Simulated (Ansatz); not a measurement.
## Electronic structure of AlN in real space

Input

```
crystal:
  lattice:
    - [2.6923545806, 0.0, 0.0]
    - [0.0, 2.6923545806, 0.0]
    - [0.0, 0.0, 5.0032571295]
  atoms:
    - { symbol: Al, position: [0.5, 0.5, 0.5] }
    - { symbol: "N", position: [0.0, 0.0, 0.5] }
basis:
  ecutwfc: 420
kpoints:
  mp_grid: { grid: [10, 10, 6] }
hamiltonian:
  xc: pbe
scf:
  occupations: { method: gaussian, width: 0.02 }
output:
  forces: true
  stress: true
  eigenvalues: true
  write_density: true
  write_potential: true
  elf: true
  volumetric_format: npy
relax:
  adjacent_minimum: "off"
  f_tol: 0.01
  max_steps: 80
  cell: { stress_tol: 0.05 }
```

Command:

```sh
ansatz run input.yaml --threads 1 --pin off --max-ram 2048MiB --backend cpu --events-out ev --progress --plain --runs-dir out
```

Below, planes, directions and counts refer to the conventional cell (a = 2.69 Å, b = 2.69 Å, c = 5.00 Å, α = 90.00°, β = 90.00°, γ = 90.00°).

The fields are those of the relaxed geometry.

Space group P4/mmm; a structure generated by program, which may or may not match a known phase.

Computed with DFT PBE, scalar-relativistic, plane waves, PAW (Ansatz).

The density is the valence pseudo-density of a PAW calculation; it isn't the true density close to the nuclei.

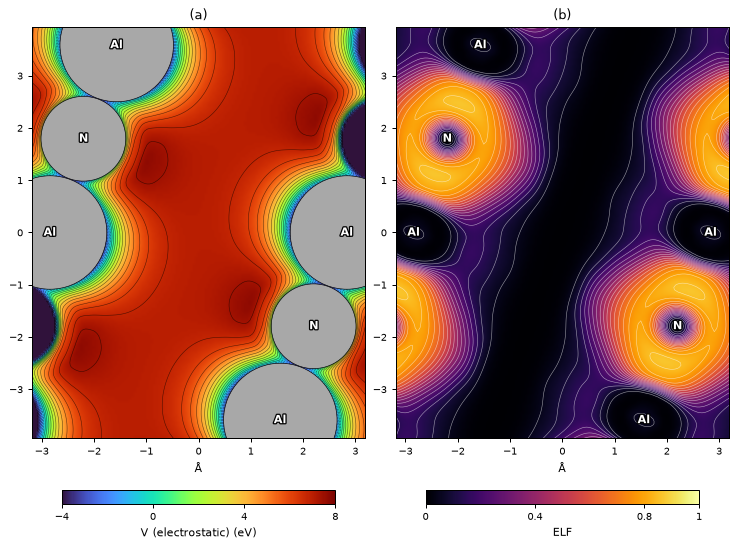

Figure 1. (a) electrostatic potential (local pseudopotential plus Hartree) felt by an electron; (b) electron localisation function on the (111) plane of the conventional cell. Grey discs cover the atomic cores in the potential map.

### What does the map show?

Atoms in the plane: Al and N.
Al–N (1.90 Å): the ELF peaks at about 0.85 in the valence shell of N, 0.7 Å from its nucleus, and is about 0.80 at the midpoint.
Outside the cores the potential energy rises away from the atoms and is highest about 1.3 Å from the nearest atoms; its zero is arbitrary.

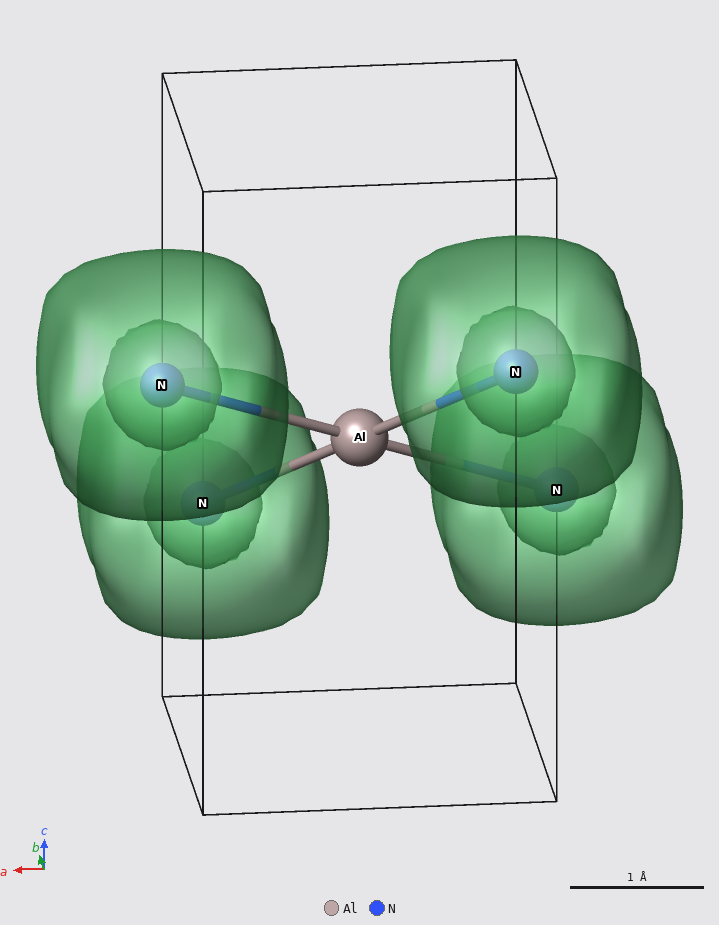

Figure 2. Isosurface of the ELF at 0.7 (green), seen at an oblique angle. Core shells and regions of very low density are left out. Sticks mark near contacts.

### What do the ELF domains correspond to?

At this value the surface marks out one region on N in which the atom's valence shell and bonds are merged, counted in one cell of 2 atoms. Any copies at cell faces, edges or corners count once.

### Metal or insulator at this level of theory?

It is gapped, with a Kohn–Sham gap of 0.94 eV on the k-point mesh, an upper bound to the gap of this method.
